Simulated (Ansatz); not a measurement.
```xyz
4
Lattice="3.8567 0.0000 0.0000 0.0000 3.8567 0.0000 0.0000 0.0000 4.8185" Properties=species:S:1:pos:R:3 pbc="T T T"
Hf    1.9284    0.0000    0.8522
Hf    0.0000    1.9284    3.9662
N     0.0000    0.0000    0.0000
N     1.9284    1.9284    0.0000
```

Space group P4/nmm; started from the PbO prototype, which need not be the ambient phase.

Computed with Ansatz 0.2.0, DFT PBE, spin-orbit coupling, plane waves, PAW.

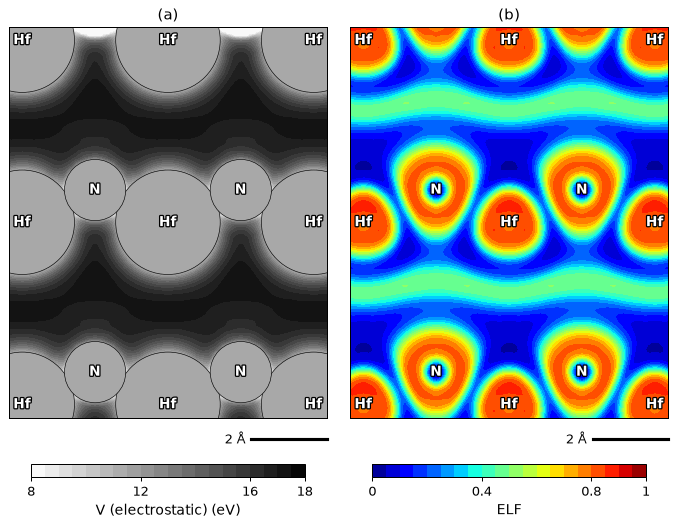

HfN. (a) electrostatic potential (local pseudopotential plus Hartree) felt by an electron; (b) ELF on the (010) plane of the conventional cell. Grey discs cover the atomic cores in the potential map.

Core electrons are frozen (PAW), and the valence fields are smoothed inside the atomic spheres.

Question: Read the bonding off the picture.

Answer:
- The plane passes through Hf and N nuclei.
- Hf–N (2.11 Å): the ELF peaks at about 0.85 in the valence shell of N, 0.6 Å from its nucleus, and is about 0.25 at the midpoint: no shared electron pair shows on this line.
- The features right at Hf lie inside the PAW spheres, where the map follows smoothed inner orbitals and isn't to be read closely.
- Outside the cores the potential energy rises away from the atoms and is highest about 2.4 Å from the nearest atoms; its zero is arbitrary.

Question: Does the calculation give a band gap?

Answer: It is gapless in this calculation (a metal or semimetal).
